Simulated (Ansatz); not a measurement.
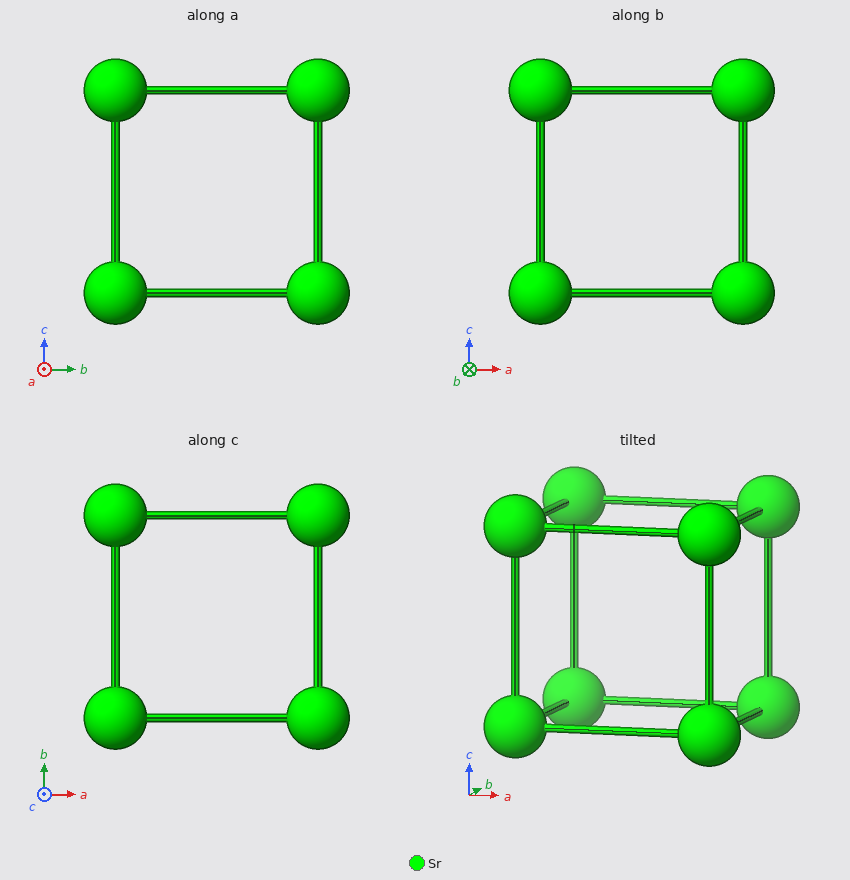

We look at a ball-and-stick model of the crystal along the a axis, along the b axis, along the c axis and slightly off an axis. Thin lines show the conventional unit cell, with boundary atoms drawn in all their periodic places.

Lattice parameters: a = 3.927 Å, b = 3.927 Å, c = 3.927 Å, α = 90.00°, β = 90.00°, γ = 90.00°. Put a along x and b in the xy plane.

### Express the structure as a POSCAR file.

```
Sr
1.0
     3.927    0.000    0.000
     0.000    3.927    0.000
     0.000    0.000    3.927
Sr
1
Direct
  0.0000 0.0000 0.0000
```

The structure was taken from a structure type filled with this element by a generator (whether the element takes this form wasn't checked). The cell was then strained or its atoms displaced on purpose. It was run through Ansatz as a DFT input.
